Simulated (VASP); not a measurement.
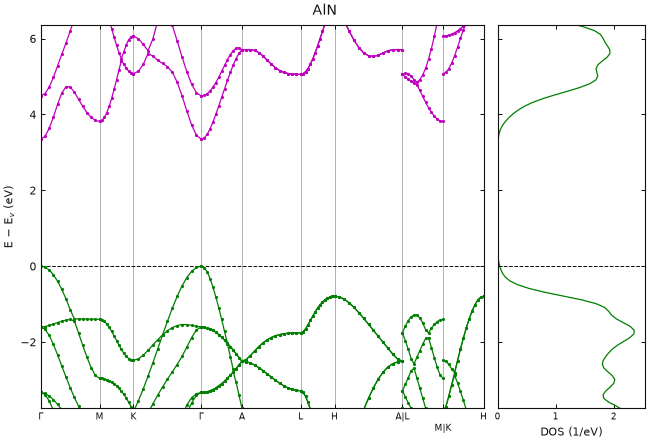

Band structure and density of states. Energies are counted from the top of the valence band. The DOS curve is built from the levels of the k mesh with Gaussians 0.55 eV wide, which also blur the band edges; ripples of that width can come from the mesh.

The VASP input:

POSCAR:
```
AlN
1.0
    3.3007800000      0.0000000000      0.0000000000
   -1.6503900000      2.8585600000      0.0000000000
    0.0000000000      0.0000000000      4.1384300000
Al N
2 2
Direct
    0.3333300000      0.6666700000      0.7500000000
    0.6666700000      0.3333300000      0.2500000000
    0.3333300000      0.6666700000      0.2500000000
    0.6666700000      0.3333300000      0.7500000000
```

INCAR.step1:
```
SYSTEM = AlN
PREC = Accurate ; ENCUT = 520
EDIFF = 1E-6 ; ISMEAR = 0
SIGMA = 0.02 ; LREAL = .FALSE.
LASPH = .TRUE. ; NELM = 80
ALGO = Fast ; ISIF = 2
LWAVE = .FALSE. ; LCHARG = .TRUE.
GGA = PS ; NBANDS = 16
```

KPOINTS.step1:
```
regular mesh
0
G
  9 9 6
  0 0 0
```

INCAR.step2:
```
SYSTEM = AlN
PREC = Accurate ; ENCUT = 520
EDIFF = 1E-6 ; ISMEAR = 0
SIGMA = 0.05 ; LREAL = .FALSE.
LASPH = .TRUE. ; NELM = 80
ALGO = Fast ; ISIF = 2
LWAVE = .FALSE. ; LCHARG = .FALSE.
GGA = PS ; NBANDS = 16
ICHARG = 11
```

KPOINTS.step2:
```
path GMKGALHA,LM,KH
15
line-mode
reciprocal
 0.0000000000  0.0000000000  0.0000000000  G
 0.5000000000  0.0000000000  0.0000000000  M

 0.5000000000  0.0000000000  0.0000000000  M
 0.3333333333  0.3333333333  0.0000000000  K

 0.3333333333  0.3333333333  0.0000000000  K
 0.0000000000  0.0000000000  0.0000000000  G

 0.0000000000  0.0000000000  0.0000000000  G
 0.0000000000  0.0000000000  0.5000000000  A

 0.0000000000  0.0000000000  0.5000000000  A
 0.5000000000  0.0000000000  0.5000000000  L

 0.5000000000  0.0000000000  0.5000000000  L
 0.3333333333  0.3333333333  0.5000000000  H

 0.3333333333  0.3333333333  0.5000000000  H
 0.0000000000  0.0000000000  0.5000000000  A

 0.5000000000  0.0000000000  0.5000000000  L
 0.5000000000  0.0000000000  0.0000000000  M

 0.3333333333  0.3333333333  0.0000000000  K
 0.3333333333  0.3333333333  0.5000000000  H
```

System: AlN, space group P6_3/mmc, 4 atoms in the cell.

Level of theory: PBEsol, VASP PAW PBE potentials, release 64 (Al, N), no spin polarisation, no spin-orbit coupling, 9×9×6 k mesh, 520 eV cutoff, Gaussian smearing of 0.02 eV; code VASP 6.6.1.

Question: Metal, semiconductor or insulator, and what is the gap?

Answer: The bands leave a gap. The gap along this path is 3.35 eV and direct: both edges lie at Γ.

Question: How many bands meet at the valence-band top?

Answer: The top valence level at Γ is a single band, not degenerate (spin aside).

Question: What are the direct gaps at K, M and A?

Answer: The direct gaps are 7.56 eV at K, 5.22 eV at M and 8.21 eV at A.

The PAW data sets were made with another functional. LDA, GGA and most meta-GGA functionals understate gaps. The usual form of AlN is wurtzite. The cell was derived from a database entry in an earlier step, so it needn't be the measured one.
